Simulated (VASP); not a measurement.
## Geometry relaxation of CuO (part 1 of 5)

- system: CuO (C2/c, 4 atoms in the cell)
- method: Kohn-Sham DFT of a periodic cell, PBE, VASP PAW PBE potentials, recommended, no spin polarisation (VASP 6.6.1)

The structure derives from an entry of the Crystallography Open Database.

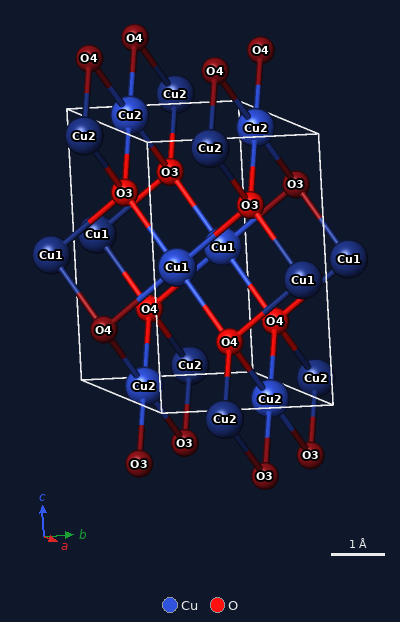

**Figure 1.** The structure as given in the input (ball-and-stick view of the cell 2 times as large as that of the calculation, set on its symmetry axes, seen slightly off an axis; neighbours outside the cell are drawn fainter; atoms are numbered from 1 in the order of the input).

Key numbers

| quantity | value |
| --- | --- |
| outcome | converged |
| space group (tolerance 0.01 Å) | C2/c (15) |
| electrons treated | 34 |
| free energy | −19.7271 eV |
| Fermi energy | 4.725 eV |
| gap on the k-point mesh | none (metallic) |
| pressure | −0.05 GPa |
| final volume | 44.81 Å³ |
| largest force (length of the vector) at the end | 0.003 eV/Å |
| final cell | a = 2.947 Å, b = 2.947 Å, c = 5.168 Å, α = 90.13°, β = 90.13°, γ = 86.95° |
| hardware | 1 thread of Intel Xeon @ 2.50GHz (Skylake/Cascade Lake), 64 GiB of memory available, shared host |
| wall time | 40 min |
| peak memory | 0.28 GiB |

Remarks

The run has no spin polarisation, so a magnetic state may lie lower. The volume changed by more than 5 % on the plane waves of the start, so the result carries a basis error; a second relaxation from the end is advised.

INCAR
```
SYSTEM = CuO
  PREC = Accurate
  ENCUT = 600
  EDIFF = 1E-6
  ISMEAR = -1
  SIGMA = 0.05
  LREAL = .False.
  LASPH = .True.
  NELM = 60
  ALGO = Normal
  ISIF = 3
  LWAVE = .False.
  LCHARG = .False.
  GGA = PE
  IBRION = 2
  NSW = 60
  EDIFFG = -0.01
```

KPOINTS
```
regular mesh
0
Gamma
  10 10 5
  0 0 0
```

POSCAR
```
CuO
1.0
    2.3418500000     -1.7113000000      0.0000000000
    2.3418500000      1.7113000000      0.0000000000
   -0.8500274268      0.0000000000      5.0578693947
Cu O
2 2
Direct
    0.5000000000      0.0000000000      0.5000000000
    0.0000000000      0.5000000000      0.0000000000
    0.4184000000      0.5816000000      0.7500000000
    0.5816000000      0.4184000000      0.2500000000
```

Run as:
```bash
cat potpaw_PBE.64/Cu/POTCAR potpaw_PBE.64/O/POTCAR > POTCAR
mpirun -np 1 vasp_std > vasp.out
```

OSZICAR
```
N       E                     dE             d eps       ncg     rms          rms(c)
DAV:   1     0.321988759128E+03    0.32199E+03   -0.18622E+04  6114   0.288E+03
DAV:   2     0.225442163428E+02   -0.29944E+03   -0.28512E+03  6025   0.467E+02
DAV:   3    -0.236770209212E+02   -0.46221E+02   -0.43871E+02  8129   0.203E+02
DAV:   4    -0.256309813972E+02   -0.19540E+01   -0.19342E+01  8130   0.428E+01
DAV:   5    -0.256571335330E+02   -0.26152E-01   -0.26137E-01  7706   0.460E+00    0.174E+01
DAV:   6    -0.228744430326E+02    0.27827E+01   -0.52326E+01  8693   0.180E+02    0.131E+01
DAV:   7    -0.193695449536E+02    0.35049E+01   -0.11573E+01  7094   0.136E+02    0.284E+00
DAV:   8    -0.195764464519E+02   -0.20690E+00   -0.26226E+00  6554   0.119E+01    0.172E+00
DAV:   9    -0.195453605425E+02    0.31086E-01   -0.12793E-01 10607   0.953E+00    0.647E-01
DAV:  10    -0.195371500020E+02    0.82105E-02   -0.22363E-02  9287   0.309E+00    0.408E-01
DAV:  11    -0.195358020650E+02    0.13479E-02   -0.14533E-02  9238   0.119E+00    0.537E-02
DAV:  12    -0.195358184227E+02   -0.16358E-04   -0.48661E-04  8054   0.283E-01    0.297E-02
DAV:  13    -0.195358464831E+02   -0.28060E-04   -0.43834E-05  8578   0.653E-02    0.733E-03
DAV:  14    -0.195358450508E+02    0.14323E-05   -0.22016E-06  5343   0.574E-02    0.294E-03
DAV:  15    -0.195358450451E+02    0.57089E-08   -0.92779E-07  4096   0.116E-02
   1 F= -.19535845E+02 E0= -.19526191E+02  d E =-.195358E+02
       N       E                     dE             d eps       ncg     rms          rms(c)
DAV:   1    -0.210058784776E+02   -0.14700E+01   -0.30318E+01  7517   0.121E+02    0.917E+00
DAV:   2    -0.199105982187E+02    0.10953E+01   -0.77090E+00  6643   0.976E+01    0.354E+00
DAV:   3    -0.196396853204E+02    0.27091E+00   -0.13902E+00  8931   0.429E+01    0.232E+00
DAV:   4    -0.195791023145E+02    0.60583E-01   -0.21930E-01  9086   0.130E+01    0.865E-01
DAV:   5    -0.195702602724E+02    0.88420E-02   -0.10044E-01  9374   0.396E+00    0.550E-01
DAV:   6    -0.195645907970E+02    0.56695E-02   -0.21462E-02  8904   0.152E+00    0.475E-02
DAV:   7    -0.195647611439E+02   -0.17035E-03   -0.11589E-03  6515   0.459E-01    0.365E-02
DAV:   8    -0.195647487912E+02    0.12353E-04   -0.51972E-05 11520   0.188E-01    0.423E-03
DAV:   9    -0.195647500652E+02   -0.12740E-05   -0.10856E-05  8562   0.403E-02    0.307E-03
DAV:  10    -0.195647498847E+02    0.18048E-06   -0.16577E-07  3746   0.718E-03
   2 F= -.19564750E+02 E0= -.19554833E+02  d E =-.289048E-01
       N       E                     dE             d eps       ncg     rms          rms(c)
DAV:   1    -0.196987272528E+02   -0.13398E+00   -0.25159E+00  7679   0.338E+01    0.280E+00
DAV:   2    -0.196045380206E+02    0.94189E-01   -0.78683E-01  7581   0.269E+01    0.112E+00
DAV:   3    -0.195768960447E+02    0.27642E-01   -0.13984E-01  8488   0.154E+01    0.690E-01
DAV:   4    -0.195715718025E+02    0.53242E-02   -0.17307E-02  9085   0.347E+00    0.279E-01
DAV:   5    -0.195706981195E+02    0.87368E-03   -0.80526E-03  9560   0.147E+00    0.168E-01
DAV:   6    -0.195701956765E+02    0.50244E-03   -0.15996E-03 10074   0.533E-01    0.270E-02
DAV:   7    -0.195702031987E+02   -0.75222E-05   -0.14700E-04  6529   0.124E-01    0.122E-02
DAV:   8    -0.195702016662E+02    0.15325E-05   -0.12194E-05  8339   0.691E-02    0.336E-03
DAV:   9    -0.195702015723E+02    0.93917E-07   -0.18835E-06  4382   0.147E-02
   3 F= -.19570202E+02 E0= -.19560363E+02  d E =-.343565E-01
       N       E                     dE             d eps       ncg     rms          rms(c)
DAV:   1    -0.195990980958E+02   -0.28896E-01   -0.32866E+00  6068   0.175E+01    0.119E+00
DAV:   2    -0.195911140526E+02    0.79840E-02   -0.15344E-01  8950   0.764E+00    0.601E-01
DAV:   3    -0.195871786144E+02    0.39354E-02   -0.15837E-02  8778   0.471E+00    0.410E-01
DAV:   4    -0.195846933882E+02    0.24852E-02   -0.43228E-03  8285   0.245E+00    0.111E-01
DAV:   5    -0.195845743911E+02    0.11900E-03   -0.12251E-03  8426   0.411E-01    0.299E-02
DAV:   6    -0.195845700618E+02    0.43293E-05   -0.57457E-05  9026   0.159E-01    0.149E-02
DAV:   7    -0.195845734606E+02   -0.33988E-05   -0.15875E-05  8869   0.496E-02    0.698E-03
DAV:   8    -0.195845727155E+02    0.74506E-06   -0.40016E-06  5924   0.228E-02
   4 F= -.19584573E+02 E0= -.19574755E+02  d E =-.143711E-01
       N       E                     dE             d eps       ncg     rms          rms(c)
DAV:   1    -0.197337416887E+02   -0.14917E+00   -0.29448E+01  6229   0.534E+01    0.349E+00
DAV:   2    -0.196706439011E+02    0.63098E-01   -0.13247E+00  8823   0.233E+01    0.180E+00
DAV:   3    -0.196356660941E+02    0.34978E-01   -0.14483E-01  8979   0.142E+01    0.123E+00
DAV:   4    -0.196130098036E+02    0.22656E-01   -0.40815E-02  8463   0.734E+00    0.322E-01
DAV:   5    -0.196120890107E+02    0.92079E-03   -0.11466E-02  8903   0.116E+00    0.989E-02
DAV:   6    -0.196120021548E+02    0.86856E-04   -0.50479E-04  9004   0.473E-01    0.442E-02
DAV:   7    -0.196120337687E+02   -0.31614E-04   -0.18429E-04  8933   0.150E-01    0.239E-02
DAV:   8    -0.196120238476E+02    0.99211E-05   -0.42342E-05  9194   0.723E-02    0.399E-03
DAV:   9    -0.196120241255E+02   -0.27790E-06   -0.29862E-06  5390   0.330E-02
   5 F= -.19612024E+02 E0= -.19602312E+02  d E =-.418226E-01
       N       E                     dE             d eps       ncg     rms          rms(c)
DAV:   1    -0.199750093075E+02   -0.36299E+00   -0.11590E+02  6560   0.108E+02    0.663E+00
DAV:   2    -0.198078765472E+02    0.16713E+00   -0.50124E+00  8656   0.461E+01    0.357E+00
DAV:   3    -0.196722818010E+02    0.13559E+00   -0.56011E-01  8970   0.275E+01    0.241E+00
DAV:   4    -0.195853570937E+02    0.86925E-01   -0.17516E-01  8890   0.142E+01    0.619E-01
DAV:   5    -0.195820058118E+02    0.33513E-02   -0.46958E-02  8945   0.227E+00    0.217E-01
DAV:   6    -0.195814835067E+02    0.52231E-03   -0.22264E-03  9133   0.878E-01    0.842E-02
DAV:   7    -0.195816019274E+02   -0.11842E-03   -0.71935E-04  9036   0.301E-01    0.465E-02
DAV:   8    -0.195815646631E+02    0.37264E-04   -0.13683E-04  9267   0.132E-01    0.829E-03
DAV:   9    -0.195815652365E+02   -0.57336E-06   -0.10905E-05  8731   0.537E-02    0.409E-03
DAV:  10    -0.195815651718E+02    0.64704E-07   -0.10888E-06  3764   0.283E-02
   6 F= -.19581565E+02 E0= -.19572325E+02  d E =-.113636E-01
       N       E                     dE             d eps       ncg     rms          rms(c)
DAV:   1    -0.198123278379E+02   -0.23076E+00   -0.63777E+01  5922   0.703E+01    0.496E+00
DAV:   2    -0.197237330297E+02    0.88595E-01   -0.30436E+00  8042   0.280E+01    0.256E+00
DAV:   3    -0.196551873702E+02    0.68546E-01   -0.23541E-01  8322   0.165E+01    0.162E+00
DAV:   4    -0.196192007085E+02    0.35987E-01   -0.65765E-02  8505   0.100E+01    0.537E-01
DAV:   5    -0.196156019980E+02    0.35987E-02   -0.22868E-02  8887   0.317E+00    0.144E-01
DAV:   6    -0.196156654174E+02   -0.63419E-04   -0.35120E-03  9231   0.766E-01    0.858E-02
DAV:   7    -0.196156352564E+02    0.30161E-04   -0.24086E-04  8959   0.248E-01    0.552E-02
DAV:   8    -0.196155908091E+02    0.44447E-04   -0.17454E-04  9205   0.157E-01    0.112E-02
DAV:   9    -0.196155908846E+02   -0.75551E-07   -0.21567E-05  9007   0.510E-02    0.374E-03
DAV:  10    -0.196155906756E+02    0.20903E-06   -0.33390E-07  3681   0.198E-02
   7 F= -.19615591E+02 E0= -.19605970E+02  d E =-.453891E-01
       N       E                     dE             d eps       ncg     rms          rms(c)
DAV:   1    -0.196755365182E+02   -0.59946E-01   -0.27791E+00  8736   0.202E+01    0.171E+00
DAV:   2    -0.196405222729E+02    0.35014E-01   -0.18994E-01  7792   0.125E+01    0.809E-01
DAV:   3    -0.196322638676E+02    0.82584E-02   -0.37725E-02  8919   0.747E+00    0.573E-01
DAV:   4    -0.196275657669E+02    0.46981E-02   -0.83864E-03  8876   0.319E+00    0.172E-01
DAV:   5    -0.196272126972E+02    0.35307E-03   -0.29039E-03  9143   0.607E-01    0.583E-02
DAV:   6    -0.196271617317E+02    0.50966E-04   -0.20020E-04  9405   0.258E-01    0.200E-02
DAV:   7    -0.196271685194E+02   -0.67877E-05   -0.48420E-05  9042   0.837E-02    0.986E-03
DAV:   8    -0.196271676373E+02    0.88205E-06   -0.56192E-06  6154   0.265E-02
   8 F= -.19627168E+02 E0= -.19617476E+02  d E =-.115770E-01
       N       E                     dE             d eps       ncg     rms          rms(c)
DAV:   1    -0.200695176000E+02   -0.44235E+00   -0.24564E+01  8779   0.613E+01    0.499E+00
DAV:   2    -0.197703757346E+02    0.29914E+00   -0.15692E+00  7711   0.377E+01    0.241E+00
DAV:   3    -0.196989026258E+02    0.71473E-01   -0.32331E-01  9053   0.213E+01    0.169E+00
DAV:   4    -0.196578692754E+02    0.41033E-01   -0.76794E-02  8921   0.969E+00    0.493E-01
DAV:   5    -0.196552334786E+02    0.26358E-02   -0.27249E-02  9150   0.177E+00    0.183E-01
DAV:   6    -0.196547093945E+02    0.52408E-03   -0.18842E-03  9247   0.741E-01    0.626E-02
DAV:   7    -0.196547545097E+02   -0.45115E-04   -0.45958E-04  8890   0.245E-01    0.275E-02
DAV:   8    -0.196547482349E+02    0.62748E-05   -0.44308E-05  7955   0.768E-02    0.739E-03
DAV:   9    -0.196547479922E+02    0.24269E-06   -0.37845E-06  6404   0.431E-02
   9 F= -.19654748E+02 E0= -.19645036E+02  d E =-.391573E-01
       N       E                     dE             d eps       ncg     rms          rms(c)
DAV:   1    -0.211320817383E+02   -0.14773E+01   -0.93577E+01  8563   0.122E+02    0.941E+00
DAV:   2    -0.201059917415E+02    0.10261E+01   -0.54285E+00  7275   0.745E+01    0.475E+00
DAV:   3    -0.198386107451E+02    0.26738E+00   -0.11867E+00  8996   0.392E+01    0.327E+00
DAV:   4    -0.196858426246E+02    0.15277E+00   -0.31031E-01  8958   0.192E+01    0.883E-01
DAV:   5    -0.196794331292E+02    0.64095E-02   -0.11249E-01  9061   0.334E+00    0.385E-01
DAV:   6    -0.196770077016E+02    0.24254E-02   -0.78456E-03  9114   0.138E+00    0.134E-01
DAV:   7    -0.196770951097E+02   -0.87408E-04   -0.20186E-03  8850   0.494E-01    0.526E-02
DAV:   8    -0.196770764106E+02    0.18699E-04   -0.16733E-04  8544   0.155E-01    0.132E-02
DAV:   9    -0.196770768763E+02   -0.46573E-06   -0.15702E-05  9170   0.721E-02    0.246E-03
DAV:  10    -0.196770770331E+02   -0.15676E-06   -0.80158E-07  3999   0.160E-02
  10 F= -.19677077E+02 E0= -.19667403E+02  d E =-.614864E-01
       N       E                     dE             d eps       ncg     rms          rms(c)
DAV:   1    -0.197262417057E+02   -0.49165E-01   -0.39583E+00  5948   0.187E+01    0.172E+00
DAV:   2    -0.197046456305E+02    0.21596E-01   -0.14829E-01  8963   0.834E+00    0.959E-01
DAV:   3    -0.196950614601E+02    0.95842E-02   -0.30226E-02  8110   0.667E+00    0.605E-01
DAV:   4    -0.196890843711E+02    0.59771E-02   -0.10976E-02  8274   0.380E+00    0.613E-02
DAV:   5    -0.196892315266E+02   -0.14716E-03   -0.22460E-03  6630   0.530E-01    0.407E-02
DAV:   6    -0.196892224690E+02    0.90576E-05   -0.39451E-05  9288   0.110E-01    0.267E-02
DAV:   7    -0.196892277171E+02   -0.52481E-05   -0.50582E-05  9329   0.119E-01    0.144E-02
DAV:   8    -0.196892234665E+02    0.42506E-05   -0.17228E-05  8312   0.618E-02    0.230E-03
DAV:   9    -0.196892236460E+02   -0.17946E-06   -0.17314E-06  4296   0.164E-02
  11 F= -.19689224E+02 E0= -.19679547E+02  d E =-.121466E-01
       N       E                     dE             d eps       ncg     rms          rms(c)
DAV:   1    -0.197917953263E+02   -0.10257E+00   -0.94744E+00  5930   0.291E+01    0.269E+00
DAV:   2    -0.197389098798E+02    0.52885E-01   -0.36616E-01  8855   0.131E+01    0.149E+00
DAV:   3    -0.197159089227E+02    0.23001E-01   -0.73336E-02  8124   0.104E+01    0.943E-01
DAV:   4    -0.197016508520E+02    0.14258E-01   -0.25832E-02  8245   0.582E+00    0.104E-01
DAV:   5    -0.197019705126E+02   -0.31966E-03   -0.53715E-03  6555   0.819E-01    0.626E-02
DAV:   6    -0.197019489361E+02    0.21576E-04   -0.10970E-04  9434   0.194E-01    0.398E-02
DAV:   7    -0.197019605349E+02   -0.11599E-04   -0.10641E-04  9358   0.175E-01    0.209E-02
DAV:   8    -0.197019518190E+02    0.87160E-05   -0.39455E-05  9928   0.844E-02    0.415E-03
DAV:   9    -0.197019519387E+02   -0.11975E-06   -0.20504E-06  4546   0.180E-02
  12 F= -.19701952E+02 E0= -.19692213E+02  d E =-.248749E-01
       N       E                     dE             d eps       ncg     rms          rms(c)
DAV:   1    -0.200812289838E+02   -0.37928E+00   -0.38643E+01  5922   0.586E+01    0.556E+00
DAV:   2    -0.198553654706E+02    0.22586E+00   -0.15643E+00  8620   0.260E+01    0.301E+00
DAV:   3    -0.197610211552E+02    0.94344E-01   -0.29360E-01  8115   0.207E+01    0.190E+00
DAV:   4    -0.197056813101E+02    0.55340E-01   -0.10135E-01  8320   0.114E+01    0.257E-01
DAV:   5    -0.197064980883E+02   -0.81678E-03   -0.21072E-02  7823   0.177E+00    0.126E-01
DAV:   6    -0.197064278337E+02    0.70255E-04   -0.80642E-04  9474   0.455E-01    0.699E-02
DAV:   7    -0.197064636878E+02   -0.35854E-04   -0.18016E-04  9463   0.302E-01    0.351E-02
DAV:   8    -0.197064400348E+02    0.23653E-04   -0.81187E-05 10192   0.140E-01    0.847E-03
DAV:   9    -0.197064403625E+02   -0.32770E-06   -0.59508E-06  6730   0.262E-02
  13 F= -.19706440E+02 E0= -.19696517E+02  d E =-.293633E-01
       N       E                     dE             d eps       ncg     rms          rms(c)
DAV:   1    -0.197688173196E+02   -0.62377E-01   -0.56123E+00  6296   0.240E+01    0.215E+00
DAV:   2    -0.197324213116E+02    0.36396E-01   -0.25715E-01  8313   0.129E+01    0.119E+00
DAV:   3    -0.197177502252E+02    0.14671E-01   -0.53386E-02  8549   0.874E+00    0.789E-01
DAV:   4    -0.197079361292E+02    0.98141E-02   -0.15823E-02  8334   0.450E+00    0.113E-01
DAV:   5    -0.197080871041E+02   -0.15097E-03   -0.41714E-03  8242   0.708E-01    0.568E-02
DAV:   6    -0.197080563052E+02    0.30799E-04   -0.89170E-05  9621   0.201E-01    0.322E-02
DAV:   7    -0.197080636420E+02   -0.73368E-05   -0.99426E-05  9403   0.139E-01    0.181E-02
DAV:   8    -0.197080579473E+02    0.56947E-05   -0.23887E-05  9369   0.620E-02    0.261E-03
DAV:   9    -0.197080578992E+02    0.48069E-07   -0.11965E-06  3961   0.173E-02
  14 F= -.19708058E+02 E0= -.19698193E+02  d E =-.309809E-01
       N       E                     dE             d eps       ncg     rms          rms(c)
DAV:   1    -0.197247359689E+02   -0.16678E-01   -0.41702E-01  8100   0.783E+00    0.803E-01
DAV:   2    -0.197172455166E+02    0.74905E-02   -0.33244E-02  7926   0.504E+00    0.408E-01
DAV:   3    -0.197154141895E+02    0.18313E-02   -0.79319E-03  8932   0.349E+00    0.291E-01
DAV:   4    -0.197142595731E+02    0.11546E-02   -0.17039E-03  8943   0.150E+00    0.858E-02
DAV:   5    -0.197141816391E+02    0.77934E-04   -0.57826E-04  9213   0.299E-01    0.258E-02
DAV:   6    -0.197141735255E+02    0.81136E-05   -0.41829E-05  9845   0.123E-01    0.904E-03
DAV:   7    -0.197141738136E+02   -0.28817E-06   -0.45011E-06  6664   0.417E-02
  15 F= -.19714174E+02 E0= -.19704209E+02  d E =-.611591E-02
       N       E                     dE             d eps       ncg     rms          rms(c)
DAV:   1    -0.197599262151E+02   -0.45753E-01   -0.15047E+00  8158   0.149E+01    0.154E+00
DAV:   2    -0.197324398185E+02    0.27486E-01   -0.12372E-01  7904   0.969E+00    0.775E-01
DAV:   3    -0.197257487947E+02    0.66910E-02   -0.29080E-02  8886   0.675E+00    0.553E-01
DAV:   4    -0.197216150834E+02    0.41337E-02   -0.61998E-03  8917   0.283E+00    0.165E-01
DAV:   5    -0.197213290241E+02    0.28606E-03   -0.21050E-03  9210   0.575E-01    0.502E-02
DAV:   6    -0.197212976320E+02    0.31392E-04   -0.15936E-04  9849   0.242E-01    0.171E-02
DAV:   7    -0.197213001779E+02   -0.25459E-05   -0.19865E-05  9104   0.832E-02    0.487E-03
DAV:   8    -0.197212997928E+02    0.38514E-06   -0.16837E-06  4153   0.408E-02
  16 F= -.19721300E+02 E0= -.19711155E+02  d E =-.132419E-01
       N       E                     dE             d eps       ncg     rms          rms(c)
DAV:   1    -0.198792763121E+02   -0.15798E+00   -0.61021E+00  8081   0.299E+01    0.314E+00
DAV:   2    -0.197643678929E+02    0.11491E+00   -0.53625E-01  7866   0.199E+01    0.156E+00
```
